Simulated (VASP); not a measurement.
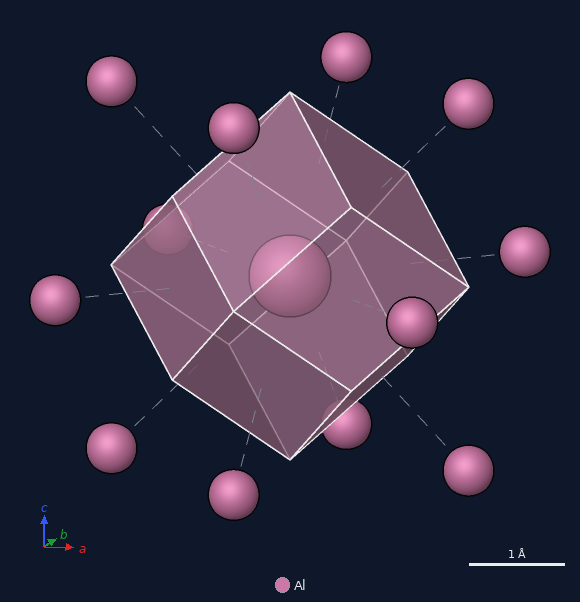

The polyhedron is the computed Voronoi (Dirichlet) cell of the central atom: each face lies in the plane that bisects the line to a neighbour. Central atom: Al (4a) in Al; faces take the colour of the neighbour behind them. Origin: the geometry relaxed with VASP Kohn-Sham DFT of a periodic cell, RPBE with D4, VASP PAW PBE potentials, recommended (VASP).

Al, space group Fm-3m (No. 225), a = 3.963 Å, b = 3.963 Å, c = 3.963 Å, α = 90.00°, β = 90.00°, γ = 90.00°

```
site  Wyckoff       x       y       z
  Al       4a  0.0000  0.0000  0.0000
```

Q: How many faces does the cell have, and of which kinds?

A: 12 faces, index ⟨0,12,0,0⟩: a rhombic dodecahedron, as in the face-centred cubic structure.

Q: What is the volume of this Voronoi cell?

A: 15.6 Å³, equal to the mean volume per atom.

Q: Tabulate the neighbours by distance and solid angle.

A:
```
neighbour  faces  distance (Å)  solid angle (% of sphere)
       Al     12          2.80                      100.0
```
